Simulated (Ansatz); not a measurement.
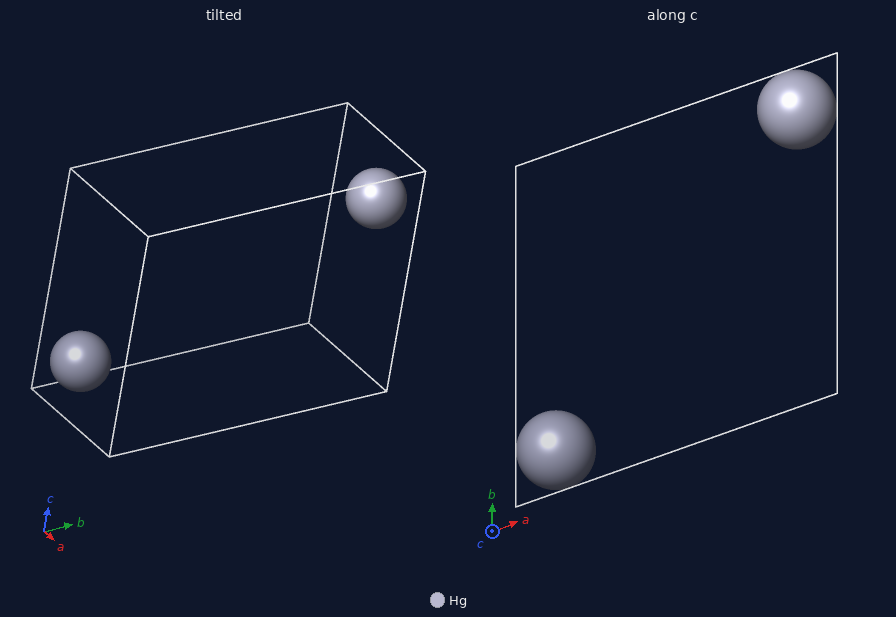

This spheres-only model is shown slightly off an axis and along the c axis. The lines enclose the simulation cell; boundary atoms appear with their images.

Input for the calculation:
```yaml
crystal:
  lattice:
    - [0.0, 5.187971265, 5.187971265]
    - [5.187971265, 0.0, 5.187971265]
    - [5.187971265, 5.187971265, 0.0]
  atoms:
    - { symbol: Hg, position: [0.125, 0.125, 0.125] }
    - { symbol: Hg, position: [0.875, 0.875, 0.875] }
hamiltonian:
  xc: revpbe
  pseudopotentials:
    kind: paw
    azcp:
      Hg: "pseudopotentials/Hg.paw.azcp"
basis:
  ecutwfc: 420
  fft_grid_basis: typed
kpoints:
  mp_grid: { grid: [9, 9, 9], shift: [0, 0, 0] }
magnetization:
  spin_polarized: false
scf:
  occupations: { method: fermi_dirac, width: 0.1 }
output:
  write_density: true
  write_potential: true
  elf: true
  volumetric_format: npy
```

Computed with DFT, revPBE, plane waves (420 eV) with PAW, scalar-relativistic (Ansatz 0.2.0). Settings: a 9×9×9 k-point mesh, Fermi-Dirac smearing of 0.1 eV, no spin polarisation.

Is the electronic structure metallic or gapped?

Answer. An insulator at this level, with a gap of 4.08 eV on the k-mesh (the true edges may lie between mesh points, so the gap can be somewhat smaller).

Origin of the cell: a structure type filled with this element by a generator (whether the element takes this form wasn't checked). Earlier steps of the study may have refined or changed the cell and positions. It was run through Ansatz as a DFT input.
